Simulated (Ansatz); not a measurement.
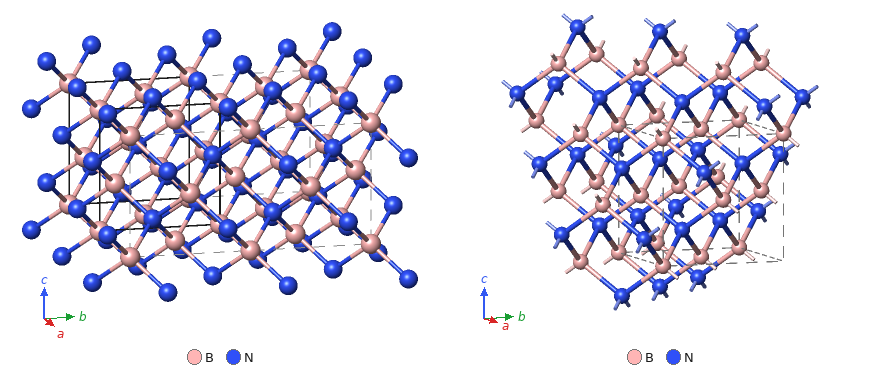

Left: the structure. Right: its underlying net. Nodes are coloured by element. Short stubs are edges that leave the cut-out.

BN (space group F-43m, No. 216): a calculation's input that goes back to an entry of the Crystallography Open Database (an earlier step may have relaxed or displaced it).

Bonds are taken as B–N below 1.8 Å; no other contact counts. Atoms with one bond or none are removed and atoms with two bonds are replaced by edges, until no such atom is left.

The result is a uninodal 4-connected, three-periodic net: B and N are 4-connected nodes. It is the dia net, known from diamond, zinc blende and cristobalite. It is a single net, without interpenetration.

| node | links | point symbol | coordination sequence |
| --- | --- | --- | --- |
| B and N | 4 | 6⁶ | 4 12 24 42 64 92 |
